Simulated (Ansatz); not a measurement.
Run report: C12H (charge +1), single-point calculation

- system: C12H (defect cell, 13 atoms in the cell, total charge +1)
- method: DFT LDA, scalar-relativistic, plane waves, PAW, PAW set soft_1, no spin polarisation (Ansatz 0.2.0)

The structure derives from an entry of the Crystallography Open Database. Figures and captions count atoms from 1; the log counts them from 0 in places.

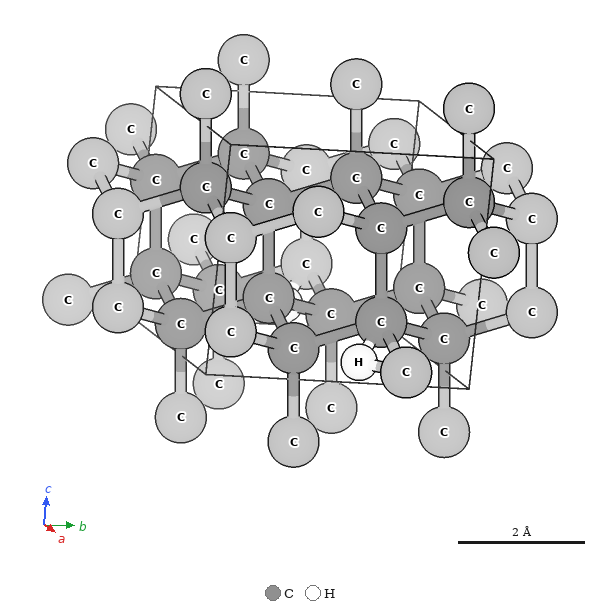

Figure 1. The input geometry (ball-and-stick view of the cell of the calculation, seen slightly off an axis; neighbours outside the cell are drawn fainter).

**Key numbers**

- outcome: converged
- electrons treated: 48
- free energy: −2940.0588 eV
- Fermi energy: 15.560 eV
- gap on the k-point mesh: 3.41 eV
- pressure: 35.82 GPa
- largest force (length of the vector): 15.957 eV/Å
- hardware: 4 threads of AMD EPYC (Zen 5), 32 GiB of memory available, shared host
- wall time: 3.6 s (CPU time 14 s)
- peak memory: 0.55 GiB

**Notes**

Warnings of the run: the PAW datasets were made with another functional.

**Input file**
```yaml
crystal:
  lattice:
    - [1.765748987, -3.531497974, -1.765748987]
    - [3.531497974, -1.765748987, 1.765748987]
    - [-1.765748987, -3.531497974, 1.765748987]
  atoms:
    - { symbol: C, position: [0.25, 1.0, 0.25] }
    - { symbol: C, position: [0.0833333333, 0.3333333333, 0.75] }
    - { symbol: C, position: [0.9166666667, 0.6666666667, 0.25] }
    - { symbol: C, position: [0.75, 1.0, 0.75] }
    - { symbol: C, position: [0.5833333333, 0.3333333333, 0.25] }
    - { symbol: C, position: [0.4166666667, 0.6666666667, 0.75] }
    - { symbol: C, position: [0.9583333333, 0.3333333333, 0.125] }
    - { symbol: C, position: [0.7916666667, 0.6666666667, 0.625] }
    - { symbol: C, position: [0.625, 1.0, 0.125] }
    - { symbol: C, position: [0.4583333333, 0.3333333333, 0.625] }
    - { symbol: C, position: [0.2916666667, 0.6666666667, 0.125] }
    - { symbol: C, position: [0.125, 1.0, 0.625] }
    - { symbol: H, position: [1.1527777778, 0.5277777778, 0.125] }
total_charge: 1
basis:
  ecutwfc: 420
kpoints:
  mp_grid: { grid: [6, 6, 6] }
hamiltonian:
  xc: lda
  pseudopotentials: { kind: paw, azcp: { folder: soft_1 } }
scf:
  occupations: { method: gaussian, width: 0.05 }
output:
  forces: true
  stress: true
  eigenvalues: true
  write_density: true
  write_potential: true
  elf: true
  volumetric_format: npy
```

Launched with:
```bash
ansatz run input.yaml --threads 4 --pin off --max-ram 8192MiB --backend cpu --events-out ev --progress --plain --runs-dir out
```

**Log**
```
Warning: [file] the record states the generating functional pbe (its physics header spells it `PBE`), which answers neither for hamiltonian.xc's functional nor for the lda family's — results may be inconsistent (PPs are generated against a specific XC)
Warning: [file] the record states the generating functional pbe (its physics header spells it `PBE`), which answers neither for hamiltonian.xc's functional nor for the lda family's — results may be inconsistent (PPs are generated against a specific XC)
Engine: ansatz 0.2.0, x86_64-unknown-linux-gnu
Pseudopotentials: kind: paw
Pseudopotential: C, paw, valence charge 4, recommended cutoff 420 eV (normal), [file]
Pseudopotential: H, paw, valence charge 1, recommended cutoff 420 eV (normal), [file]
Functional definition: SPW92
  exchange = slater_x
  correlation = pw_c
Crystal: 13 atoms, lattice volume = 66.064 Å³
Basis set: ecut = 420 eV, 1273 PW (Γ)
Bands: 37, of which v1, the nominal top of the filled ones, is band 24 counted from 1 (23 counted from 0)
Symmetry: 1 space group operations
Space group: P1 (ITA 1), of the structure as read, at distance tolerance 4.0e-5 Å
k-points: 112 of 216 (time reversal used)
Non-local potential: C, projectors of the file, l = 0: 2, l = 1: 2, l = 2: 1
Non-local potential: H, projectors of the file, l = 0: 2, l = 1: 1
PAW form: soft (Blöchl's): semilocal exchange-correlation on the pseudo side does not see the compensation charge
PAW frozen core: C, regenerated for the run's functional, and the local potential with it (the file was generated under x = pbe(κ = 0.804, μ = 0.2195149727645171), c = pbe(β = 0.06672455060314922))
PAW one-centre angular grid: C, 110 points (default); XC on 64 Gauss nodes
PAW one-centre angular grid: H, 110 points (default); XC on 64 Gauss nodes
Initial density: superposition of atomic densities (chi_scale 0.1, normalization cell, long waves kept (reshape's long-wave potential 0.03 eV rms))
Initial wavefunctions: pseudopotential atomic-orbital guess
Functional: x = slater, c = lda
SCF iter   1: F=—  HF=-2945.287265 eV  |F-HF|=—  |Δ(HF+E_count)|=         —  Δρ=1.59e-1  dr2=1.18e1  ethr=3.10e-3  ⟨swp⟩=5.9  Hψ=19146  notcnv=0  defer=147
preconditioner: auto → none  [insulator: Δε(μ)=4.325 eV  Ē_g=17.688 eV  σ=0.050 eV  W_gap=1.00  n_scr=16 (ndim 8)  ℏωp=31.7 eV  f_vac=0.000  D(μ)=0.00/eV (n_scr^D=0)  ε∞_Penn≈4.2]
SCF iter   2: F=—  HF=-2940.634766 eV  |F-HF|=—  |Δ(HF+E_count)|=    4.65e0  Δρ=6.01e-2  dr2=1.49e0  ethr=3.10e-3  ⟨swp⟩=3.0  Hψ=9044  notcnv=0  defer=786
SCF iter   3: F=—  HF=-2940.085824 eV  |F-HF|=—  |Δ(HF+E_count)|=   5.49e-1  Δρ=1.17e-2  dr2=8.88e-2  ethr=3.10e-3  ⟨swp⟩=2.2  Hψ=6715  notcnv=0  defer=786
SCF iter   4: F=—  HF=-2940.059369 eV  |F-HF|=—  |Δ(HF+E_count)|=   2.65e-2  Δρ=4.15e-3  dr2=4.72e-3  ethr=1.85e-4  ⟨swp⟩=2.8  Hψ=6919  notcnv=0  defer=781
SCF iter   5: F=—  HF=-2940.058933 eV  |F-HF|=—  |Δ(HF+E_count)|=   4.35e-4  Δρ=8.48e-4  dr2=4.40e-4  ethr=9.83e-6  ⟨swp⟩=2.3  Hψ=5928  notcnv=0  defer=781
SCF iter   6: F=—  HF=-2940.058818 eV  |F-HF|=—  |Δ(HF+E_count)|=   1.15e-4  Δρ=1.05e-4  dr2=2.99e-6  ethr=9.17e-7  ⟨swp⟩=2.0  Hψ=5524  notcnv=0  defer=781
SCF iter   7: F=—  HF=-2940.058819 eV  |F-HF|=—  |Δ(HF+E_count)|=   7.93e-7  Δρ=4.47e-5  dr2=4.85e-7  ethr=6.23e-9  ⟨swp⟩=2.0  Hψ=6367  notcnv=0  defer=781
SCF iter   8: F=—  HF=-2940.058819 eV  |F-HF|=—  |Δ(HF+E_count)|=   1.23e-7  Δρ=1.45e-5  dr2=1.29e-7  ethr=2.08e-10  ⟨swp⟩=17.2  Hψ=33470  notcnv=0
SCF iter   9: F=-2940.058819 eV  HF=-2940.058819 eV  |F-HF|=6.15e-9  |Δ(HF+E_count)|=   2.39e-8  Δρ=3.64e-6  dr2=8.57e-9  ethr=2.08e-10  ⟨swp⟩=9.0  Hψ=21861  notcnv=0
SCF 1 converged in 9 iterations: F = -2940.058819 eV  dr2 = 8.57e-9
  greatest PAW one-centre occupation: 0.667 electrons in one spin orbital (limit 2), on the C atom at site 2 (counted from 0), in its partial waves of l = 0
```

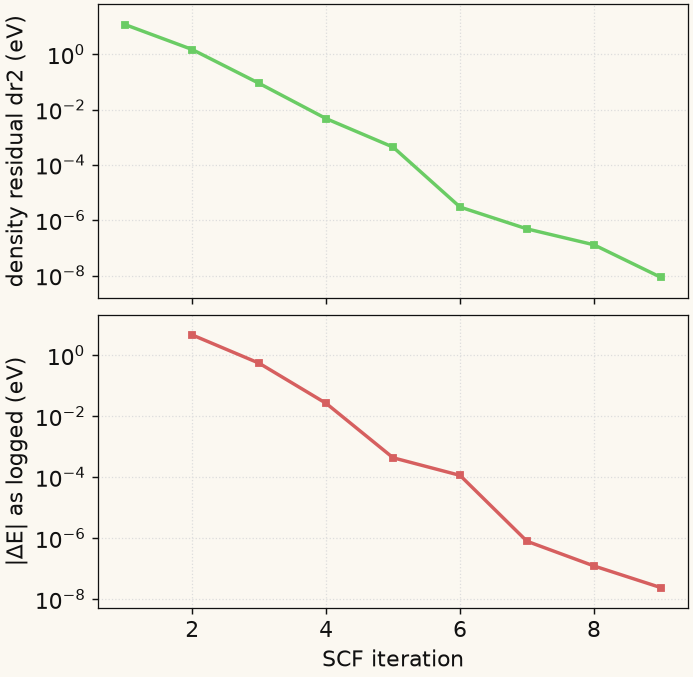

Figure 2. Convergence of the self-consistent field: density residual dr2 and size of the energy change against the SCF iteration. The residual falls at every step.

```
SCF converged after 9 iterations
Free energy (F): -2940.058819 eV
Harris-Foulkes:  -2940.058819 eV  (|F-HF|=6.15e-9)
Internal energy: -2940.058819 eV  (E = F + TS)
E sigma→0 (E₀):  -2940.058819 eV
Fermi energy:    15.559959 eV
--- Per-component energies (eV) ---
  E_band       = 210.812903
  E_kinetic    = 1092.318872
  E_local      = -672.444856  (includes V_loc(G=0)·N_el)
  E_nonlocal   = 287.300124
  E_hartree    = 157.535876
  E_xc         = -571.298321
  E_vxc        = -707.671927  (∫ρ·V_xc dr)
  E_paw        = -1110.956208  (= ΣΔE_a)
  E_vpaw       = -103.759803  (= ΣTr[D̂ρ^β])
  E_aug_tail   = -0.001207  (compensation charges beyond the density's cutoff)
  E_ewald      = -2123.267089
  E_core_change = 0.753990  (= ΣΔE_core)
  E_smearing   = -0.000000  (= −TS)
  E_closure    = -0.000000  (closes the sum)
  E_deformation_potential = 22.691671  (in the stress; not in F)
  Σ components = -2940.058819   (vs F -2940.058819, Δ=0.00e0)
--- Forces (eV/Å), atoms counted from 1 ---
  atom   1  C     -0.64670460    -0.31906562     0.72909323
  atom   2  C      0.21968218     0.26173460    -0.24188365
  atom   3  C     -3.37779452     3.12601817    15.27911276
  atom   4  C      0.28632395     0.20523188    -0.24866736
  atom   5  C     -0.42077173    -0.87964728     0.14141435
  atom   6  C      0.77963877     0.66761228    -0.56530932
  atom   7  C     -1.47372133     2.04071659    -0.72021702
  atom   8  C     -0.34041637    -0.80860721    -0.01784420
  atom   9  C      0.46788515     0.40774505    -0.90817454
  atom  10  C     -0.12413567    -0.07040058     0.02756351
  atom  11  C      6.26231791    -5.99639235    -1.85330947
  atom  12  C     -0.24627155    -0.12870088     0.27604895
  atom  13  H     -1.38601283     1.49377405   -11.89784059
  max |Σ_I F_I| component: 1.94e-5 eV/Å
--- Stress (GPa, compression-positive) ---
       30.980261     -11.400920      -5.545201
      -11.400920      30.873103       5.960698
       -5.545201       5.960697      45.597810
  P = ⅓ Tr σ = 35.8171 GPa (358.171 kbar)
--- Band table (eV; the first three rows and the last of 112) ---
  k-point 0: bands = ["-9.1715", "-4.3504", "-1.2514", "-0.5549", "-0.2464", "0.0277", "0.1454", "0.9448", "2.1079", "2.5721", "3.0130", "3.6344", "4.1497", "5.6587", "6.0308", "7.4109", "7.8172", "8.2067", "9.2293", "10.5002", "10.7400", "13.5760", "13.7480", "13.8540", "18.2342", "18.9026", "19.1917", "19.8512", "20.4258", "21.7278", "22.2630", "22.4462", "22.6562", "22.9694", "23.7102", "24.2497", "25.8920"]
  k-point 1: bands = ["-9.0441", "-4.6521", "-2.1132", "-0.5794", "-0.1437", "-0.0023", "0.9486", "1.7764", "2.1989", "2.3320", "2.6032", "4.0609", "4.6987", "5.2705", "5.3946", "7.6486", "8.2913", "8.5043", "8.6961", "10.5667", "10.8435", "12.4867", "13.3602", "13.4779", "18.6250", "19.3847", "19.8209", "20.4613", "21.0039", "21.0657", "21.3945", "21.8940", "22.2845", "22.8992", "25.3309", "25.5527", "25.7130"]
  k-point 2: bands = ["-8.7310", "-5.3764", "-2.6847", "-0.6097", "-0.0974", "0.0516", "1.2440", "1.8989", "2.2429", "2.9098", "3.5988", "4.0851", "4.3985", "5.4730", "6.0224", "7.2767", "7.9109", "8.7592", "9.0499", "9.9569", "10.8066", "11.1368", "12.7704", "12.8334", "19.1340", "19.9930", "20.2533", "20.3951", "21.0217", "21.9805", "22.1745", "22.2949", "22.6450", "22.7302", "23.7602", "24.2189", "26.0384"]
  k-point 111: bands = ["-7.9761", "-5.0378", "-3.5186", "-2.8200", "-2.1262", "-0.1783", "0.5306", "1.0895", "3.5012", "5.0473", "5.4374", "6.1323", "6.4613", "6.5625", "7.2153", "7.3366", "8.5344", "8.8548", "9.2336", "10.0912", "10.2562", "10.4804", "10.9480", "10.9704", "17.3897", "18.5813", "19.2385", "20.0036", "20.9737", "21.3413", "21.8754", "22.2611", "23.0659", "23.2256", "23.7302", "24.5134", "24.6355"]
```

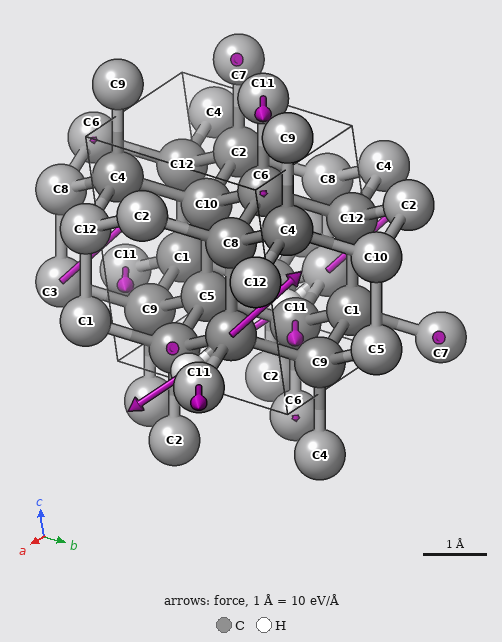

Figure 3. Forces on the atoms as pink arrows (ball-and-stick view of the cell of the calculation, seen slightly off an axis; neighbours outside the cell are drawn fainter; atoms are numbered from 1 in the order of the input); the smallest are left out. The largest act on C3 (15.96 eV/Å); H13 (12.07 eV/Å); C11 (8.87 eV/Å). The geometry is not a stationary point of this energy.

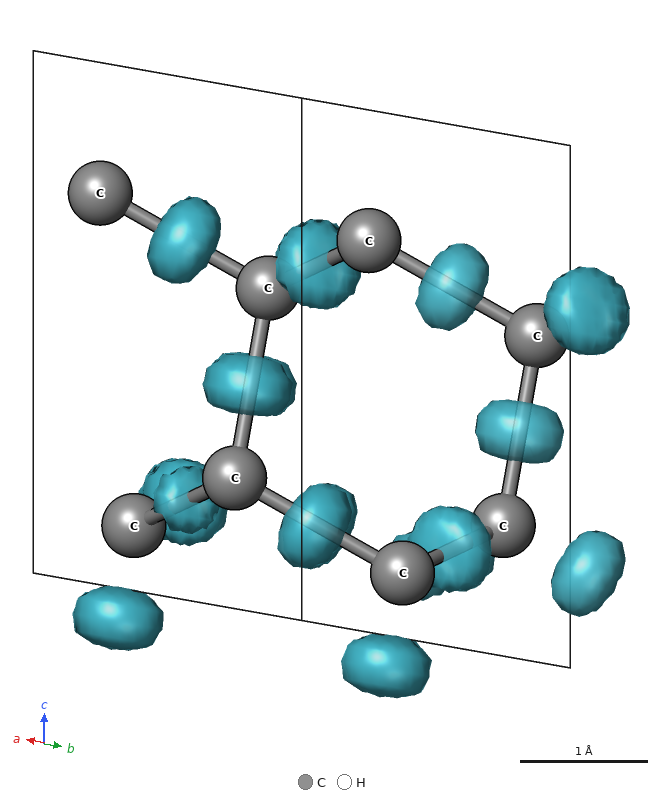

Figure 4. Isosurface of the ELF at 0.85 (cyan), seen along [110]. Only the valence region is drawn (cores and ρ < 0.01 e/Å³ removed). Sticks mark near contacts. The outline is the calculation cell. The ELF exceeds this value in 23 regions between bonded C–C atoms (shared pairs) and one region around a hydrogen nucleus, counted in one cell of 13 atoms. Core electrons are frozen (PAW), so the fields are smoothed inside the atomic spheres.

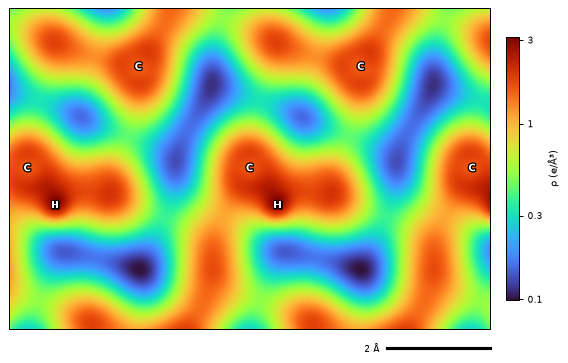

Figure 5. Valence electron density on the (011̄) plane of the calculation cell. C–H (0.91 Å): ρ at the midpoint is about 2.4 e/Å³. Away from the nuclei the density in this plane falls to 0.1 e/Å³ at its lowest.
